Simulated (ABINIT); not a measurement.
# Run report: MgS, geometry relaxation (part 2 of 2)

MgS (2 atoms in the cell); Kohn-Sham DFT of a periodic cell, PBEsol, PseudoDojo NC SR PBEsol v0.4.1 standard, no spin polarisation (ABINIT 10.8.3); cutoff 1142.88 eV, 6×6×6 k-mesh, fermi-dirac of 0.05 eV. The structure derives from a Materials Project entry.

Geometry of the input (Å; fractional positions):
```
0.0000  2.8331  2.8331
2.8331  0.0000  2.8331
2.8331  2.8331  0.0000
S  0.2500  0.2500  0.2500
Mg 0.0000  0.0000  0.0000
```

Log, continued:
```
--- !ResultsGS
iteration_state: {dtset: 1, itime: 2, icycle: 1, }
comment   : Summary of ground state results
lattice_vectors:
- [  0.0000000,   5.3516173,   5.3516173, ]
- [  5.3516173,   0.0000000,   5.3516173, ]
- [  5.3516173,   5.3516173,   0.0000000, ]
lattice_lengths: [   7.56833,    7.56833,    7.56833, ]
lattice_angles: [ 60.000,  60.000,  60.000, ] # degrees, (23, 13, 12)
lattice_volume:   3.0653858E+02
convergence: {deltae: -3.411E-12, res2:  1.889E-14, residm:  3.801E-08, diffor: null, }
etotal    :  -7.04256503E+01
entropy   :   0.00000000E+00
fermie    :   1.22790188E-01
cartesian_stress_tensor: # hartree/bohr^3
- [  1.13695995E-05,   0.00000000E+00,   0.00000000E+00, ]
- [  0.00000000E+00,   1.13695995E-05,   0.00000000E+00, ]
- [  0.00000000E+00,   0.00000000E+00,   1.13695995E-05, ]
pressure_GPa:  -3.3451E-01
xred      :
- [  2.5000E-01,   2.5000E-01,   2.5000E-01,  S]
- [  1.4091E-29,   1.4091E-29,  -2.3485E-29, Mg]
cartesian_forces: # hartree/bohr
- [  5.03146075E-29,   5.03146075E-29,  -1.50943822E-28, ]
- [ -5.03146075E-29,  -5.03146075E-29,   1.50943822E-28, ]
force_length_stats: {min:   1.66874675E-28, max:   1.66874675E-28, mean:   1.66874675E-28, }
...

 Integrated electronic density in atomic spheres:
 ------------------------------------------------
 Atom  Sphere_radius  Integrated_density
    1        2.00000          3.94586395
    2        2.00000          8.30704432

---OUTPUT-----------------------------------------------------------------------

 Cartesian coordinates (xcart) [bohr]
  2.67580863410628E+00  2.67580863410628E+00  2.67580863410628E+00
 -5.02731957315882E-29 -5.02731957315882E-29  1.50819587194765E-28
 Reduced coordinates (xred)
  2.50000000000000E-01  2.50000000000000E-01  2.50000000000000E-01
  1.40910289017303E-29  1.40910289017303E-29 -2.34850481695505E-29
 Cartesian forces (fcart) [Ha/bohr]; max,rms= 1.50944E-28 9.63451E-29 (free atoms)
  5.03146074953474E-29  5.03146074953474E-29 -1.50943822486042E-28
 -5.03146074953474E-29 -5.03146074953474E-29  1.50943822486042E-28
 Gradient of E wrt nuclear positions in reduced coordinates (gred)
  5.38529044630877E-28  5.38529044630877E-28 -5.38529044630877E-28
 -5.38529044630877E-28 -5.38529044630877E-28  5.38529044630877E-28
 Scale of Primitive Cell (acell) [bohr]
  7.56832972133627E+00  7.56832972133627E+00  7.56832972133627E+00
 Real space primitive translations (rprimd) [bohr]
  0.00000000000000E+00  5.35161726821257E+00  5.35161726821257E+00
  5.35161726821257E+00  0.00000000000000E+00  5.35161726821257E+00
  5.35161726821257E+00  5.35161726821257E+00  0.00000000000000E+00
 Unitary Cell Volume (ucvol) [Bohr^3]=  3.06538575524308E+02
 Angles (23,13,12)= [degrees]
  6.00000000000000E+01  6.00000000000000E+01  6.00000000000000E+01
 Lengths [Bohr]
  7.56832972133627E+00  7.56832972133627E+00  7.56832972133627E+00
 Stress tensor in cartesian coordinates (strten) [Ha/bohr^3]
  1.13695994517441E-05  0.00000000000000E+00  0.00000000000000E+00
  0.00000000000000E+00  1.13695994517441E-05  0.00000000000000E+00
  0.00000000000000E+00  0.00000000000000E+00  1.13695994517441E-05
 Total energy (etotal) [Ha]= -7.04256503450623E+01

 Difference of energy with previous step (new-old):
           Absolute (Ha)=-4.75372E-06
           Relative     =-6.74999E-08

--- Iteration: ( 3/50) Internal Cycle: (1/1)
--------------------------------------------------------------------------------

---SELF-CONSISTENT-FIELD CONVERGENCE--------------------------------------------

--- !BeginCycle
iteration_state: {dtset: 1, itime: 3, icycle: 1, }
solver: {iscf: 7, nstep: 80, nline: 4, wfoptalg: 0, }
tolerances: {tolvrs: 1.00E-12, }
...

     iter   Etot(hartree)      deltaE(h)  residm     vres2
 ETOT  1  -70.425394230336    -7.043E+01 9.810E-04 5.082E+00
 ETOT  2  -70.425642345355    -2.481E-04 2.322E-06 3.145E-01
 ETOT  3  -70.425657208505    -1.486E-05 1.090E-06 6.513E-02
 ETOT  4  -70.425660403988    -3.195E-06 6.284E-07 2.529E-03
 ETOT  5  -70.425660588875    -1.849E-07 3.813E-08 4.000E-05
 ETOT  6  -70.425660591203    -2.328E-09 5.752E-09 3.527E-06
 ETOT  7  -70.425660591544    -3.409E-10 6.723E-09 2.114E-08
 ETOT  8  -70.425660591551    -6.850E-12 1.569E-09 1.430E-09
 ETOT  9  -70.425660591549     2.046E-12 3.581E-09 8.150E-11
 ETOT 10  -70.425660591551    -2.174E-12 7.755E-10 3.290E-13

 At SCF step   10       vres2   =  3.29E-13 < tolvrs=  1.00E-12 =>converged.

 Cartesian components of stress tensor (hartree/bohr^3)
  sigma(1 1)= -1.41730578E-07  sigma(3 2)=  0.00000000E+00
  sigma(2 2)= -1.41730578E-07  sigma(3 1)=  0.00000000E+00
  sigma(3 3)= -1.41730578E-07  sigma(2 1)=  0.00000000E+00

--- !ResultsGS
iteration_state: {dtset: 1, itime: 3, icycle: 1, }
comment   : Summary of ground state results
lattice_vectors:
- [  0.0000000,   5.3410356,   5.3410356, ]
- [  5.3410356,   0.0000000,   5.3410356, ]
- [  5.3410356,   5.3410356,   0.0000000, ]
lattice_lengths: [   7.55336,    7.55336,    7.55336, ]
lattice_angles: [ 60.000,  60.000,  60.000, ] # degrees, (23, 13, 12)
lattice_volume:   3.0472382E+02
convergence: {deltae: -2.174E-12, res2:  3.290E-13, residm:  7.755E-10, diffor: null, }
etotal    :  -7.04256606E+01
entropy   :   0.00000000E+00
fermie    :   1.25870732E-01
cartesian_stress_tensor: # hartree/bohr^3
- [ -1.41730578E-07,   0.00000000E+00,   0.00000000E+00, ]
- [  0.00000000E+00,  -1.41730578E-07,   0.00000000E+00, ]
- [  0.00000000E+00,   0.00000000E+00,  -1.41730578E-07, ]
pressure_GPa:   4.1699E-03
xred      :
- [  2.5000E-01,   2.5000E-01,   2.5000E-01,  S]
- [  9.5844E-29,   9.5844E-29,  -1.5974E-28, Mg]
cartesian_forces: # hartree/bohr
- [ -5.04142911E-29,  -5.04142911E-29,   1.51242873E-28, ]
- [  5.04142911E-29,   5.04142911E-29,  -1.51242873E-28, ]
force_length_stats: {min:   1.67205288E-28, max:   1.67205288E-28, mean:   1.67205288E-28, }
...

 Integrated electronic density in atomic spheres:
 ------------------------------------------------
 Atom  Sphere_radius  Integrated_density
    1        2.00000          3.95357857
    2        2.00000          8.31128919

---OUTPUT-----------------------------------------------------------------------

 Cartesian coordinates (xcart) [bohr]
  2.67051778852126E+00  2.67051778852126E+00  2.67051778852126E+00
 -3.41271059365935E-28 -3.41271059365935E-28  1.02381317809781E-27
 Reduced coordinates (xred)
  2.50000000000000E-01  2.50000000000000E-01  2.50000000000000E-01
  9.58440702490809E-29  9.58440702490809E-29 -1.59740117081801E-28
 Cartesian forces (fcart) [Ha/bohr]; max,rms= 1.51243E-28 9.65360E-29 (free atoms)
 -5.04142910923162E-29 -5.04142910923162E-29  1.51242873276949E-28
  5.04142910923162E-29  5.04142910923162E-29 -1.51242873276949E-28
 Gradient of E wrt nuclear positions in reduced coordinates (gred)
 -5.38529044630877E-28 -5.38529044630877E-28  5.38529044630877E-28
  5.38529044630877E-28  5.38529044630877E-28 -5.38529044630877E-28
 Scale of Primitive Cell (acell) [bohr]
  7.55336495017074E+00  7.55336495017074E+00  7.55336495017074E+00
 Real space primitive translations (rprimd) [bohr]
  0.00000000000000E+00  5.34103557704252E+00  5.34103557704252E+00
  5.34103557704252E+00  0.00000000000000E+00  5.34103557704252E+00
  5.34103557704252E+00  5.34103557704252E+00  0.00000000000000E+00
 Unitary Cell Volume (ucvol) [Bohr^3]=  3.04723822966833E+02
 Angles (23,13,12)= [degrees]
  6.00000000000000E+01  6.00000000000000E+01  6.00000000000000E+01
 Lengths [Bohr]
  7.55336495017074E+00  7.55336495017074E+00  7.55336495017074E+00
 Stress tensor in cartesian coordinates (strten) [Ha/bohr^3]
 -1.41730577854233E-07  0.00000000000000E+00  0.00000000000000E+00
  0.00000000000000E+00 -1.41730577854233E-07  0.00000000000000E+00
  0.00000000000000E+00  0.00000000000000E+00 -1.41730577853365E-07
 Total energy (etotal) [Ha]= -7.04256605915511E+01

 Difference of energy with previous step (new-old):
           Absolute (Ha)=-1.02465E-05
           Relative     =-1.45494E-07

 At Broyd/MD step   3, gradients are converged :
  max grad (force/stress) = 1.4173E-05 < tolmxf= 2.0000E-05 ha/bohr (free atoms)

================================================================================

 ----iterations are completed or convergence reached----

 Mean square residual over all n,k,spin=   41.077E-13; max=  77.553E-11
 reduced coordinates (array xred) for    2 atoms
       0.250000000000      0.250000000000      0.250000000000
       0.000000000000      0.000000000000     -0.000000000000
 rms dE/dt=  7.6160E-28; max dE/dt=  1.0771E-27; dE/dt below (all hartree)
    1      -0.000000000000     -0.000000000000      0.000000000000
    2       0.000000000000      0.000000000000      0.000000000000

 cartesian coordinates (angstrom) at end:
    1      1.41317715403781     1.41317715403781     1.41317715403781
    2     -0.00000000000000    -0.00000000000000     0.00000000000000

 cartesian forces (hartree/bohr) at end:
    1     -0.00000000000000    -0.00000000000000     0.00000000000000
    2      0.00000000000000     0.00000000000000    -0.00000000000000
 frms,max,avg= 9.6536018E-29 1.5124287E-28   0.000E+00  0.000E+00  0.000E+00 h/b

 cartesian forces (eV/Angstrom) at end:
    1     -0.00000000000000    -0.00000000000000     0.00000000000000
    2      0.00000000000000     0.00000000000000    -0.00000000000000
 frms,max,avg= 4.9640816E-27 7.7772212E-27   0.000E+00  0.000E+00  0.000E+00 e/A
 length scales=  7.553364950171  7.553364950171  7.553364950171 bohr
              =  3.997068594552  3.997068594552  3.997068594552 angstroms
 Fermi (or HOMO) energy (hartree) =   0.12587   Average Vxc (hartree)=  -0.32216
 Eigenvalues (hartree) for nkpt=  16  k points:
 kpt#   1, nband= 12, wtk=  0.00463, kpt=  0.0000  0.0000  0.0000 (reduced coord)
  -2.64496   -1.43083   -1.43083   -1.43083   -0.35997    0.05491    0.05491    0.05491
   0.17656    0.34331    0.34331    0.34331
      occupation numbers for kpt#   1
   2.00000    2.00000    2.00000    2.00000    2.00000    2.00000    2.00000    2.00000
   0.00000    0.00000    0.00000    0.00000
 prteigrs : prtvol=0 or 1, do not print more k-points.

--- !EnergyTerms
iteration_state     : {dtset: 1, itime: 3, icycle: 1, }
comment             : Components of total free energy in Hartree
kinetic             :  3.78026049517896E+01
hartree             :  2.54330329969296E+01
xc                  : -1.09817768670489E+01
Ewald energy        : -3.36907303883472E+01
psp_core            :  9.39902875906868E-01
local_psp           : -7.33288836068830E+01
non_local_psp       : -1.65998105538981E+01
internal            : -7.04256605915511E+01
'-kT*entropy'       :  7.95805658933609E-16
total_energy        : -7.04256605915511E+01
total_energy_eV     : -1.91637985198506E+03
band_energy         : -1.45204644633737E+01
...

 Cartesian components of stress tensor (hartree/bohr^3)
  sigma(1 1)= -1.41730578E-07  sigma(3 2)=  0.00000000E+00
  sigma(2 2)= -1.41730578E-07  sigma(3 1)=  0.00000000E+00
  sigma(3 3)= -1.41730578E-07  sigma(2 1)=  0.00000000E+00

-Cartesian components of stress tensor (GPa)         [Pressure=  4.1699E-03 GPa]
- sigma(1 1)= -4.16985756E-03  sigma(3 2)=  0.00000000E+00
- sigma(2 2)= -4.16985756E-03  sigma(3 1)=  0.00000000E+00
- sigma(3 3)= -4.16985756E-03  sigma(2 1)=  0.00000000E+00

== END DATASET(S) ==============================================================
================================================================================

 -outvars: echo values of variables after computation  --------
            acell      7.5533649502E+00  7.5533649502E+00  7.5533649502E+00 Bohr
           etotal     -7.0425660592E+01
            fcart     -5.0414291092E-29 -5.0414291092E-29  1.5124287328E-28
                       5.0414291092E-29  5.0414291092E-29 -1.5124287328E-28
            rprim      0.0000000000E+00  7.0710678119E-01  7.0710678119E-01
                       7.0710678119E-01  0.0000000000E+00  7.0710678119E-01
                       7.0710678119E-01  7.0710678119E-01  0.0000000000E+00
           strten     -1.4173057785E-07 -1.4173057785E-07 -1.4173057785E-07
                       0.0000000000E+00  0.0000000000E+00  0.0000000000E+00
           xangst      1.4131771540E+00  1.4131771540E+00  1.4131771540E+00
                      -1.8059286723E-28 -1.8059286723E-28  5.4177860170E-28
             xred      2.5000000000E-01  2.5000000000E-01  2.5000000000E-01
                       9.5844070249E-29  9.5844070249E-29 -1.5974011708E-28
 Calculation completed.
```

Trajectory as extended XYZ (Å, eV, eV/Å), 3 frames, from step=0 to step=2:
```
2
Lattice="0.0000 2.8331 2.8331 2.8331 0.0000 2.8331 2.8331 2.8331 0.0000" Properties=species:S:1:pos:R:3:forces:R:3 step=0 energy=-1916.37944
S     1.4166    1.4166    1.4166    0.0000   0.0000   0.0000
Mg    0.0000    0.0000    0.0000    0.0000   0.0000   0.0000
2
Lattice="0.0000 2.8320 2.8320 2.8320 0.0000 2.8320 2.8320 2.8320 0.0000" Properties=species:S:1:pos:R:3:forces:R:3 step=1 energy=-1916.37957
S     1.4160    1.4160    1.4160    0.0000   0.0000   0.0000
Mg    0.0000    0.0000    0.0000    0.0000   0.0000   0.0000
2
Lattice="0.0000 2.8264 2.8264 2.8264 0.0000 2.8264 2.8264 2.8264 0.0000" Properties=species:S:1:pos:R:3:forces:R:3 step=2 energy=-1916.37985
S     1.4132    1.4132    1.4132    0.0000   0.0000   0.0000
Mg    0.0000    0.0000    0.0000    0.0000   0.0000   0.0000
```

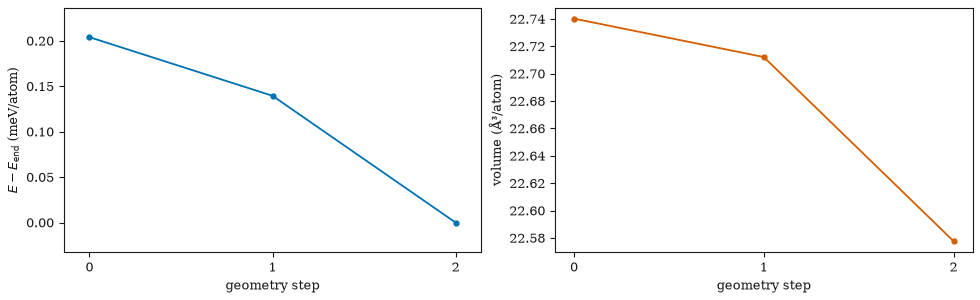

*Progress of the relaxation, step by step (steps are counted from 0).*

Over 2 geometry steps the energy falls by 0.2 meV per atom. All forces vanish by symmetry, so only the cell relaxes. The atoms keep their places relative to the cell (all moves are under 0.005 Å). Cell: a = b = c 5.666 → 5.653 Å (−0.2 %). Volume −0.7 %. Distances before and after: S1–Mg2 2.454 → 2.448 Å. The space group stays F-43m (No. 216). (Atoms are counted from 1 in the order of the input.)

Key numbers:

| quantity | value |
| --- | --- |
| outcome | converged |
| space group (tolerance 0.01 Å) | F-43m (216) |
| electrons treated | 16 |
| free energy | −1916.3799 eV |
| Fermi energy | 3.425 eV |
| gap on the k-point mesh | 3.31 eV |
| pressure | 0.00 GPa |
| final volume | 45.16 Å³ |
| largest force (length of the vector) at the end | under 0.001 eV/Å |
| final cell | a = 3.997 Å, b = 3.997 Å, c = 3.997 Å, α = 60.00°, β = 60.00°, γ = 60.00° |
| wall time | 53 s |
| peak memory | 0.11 GiB |
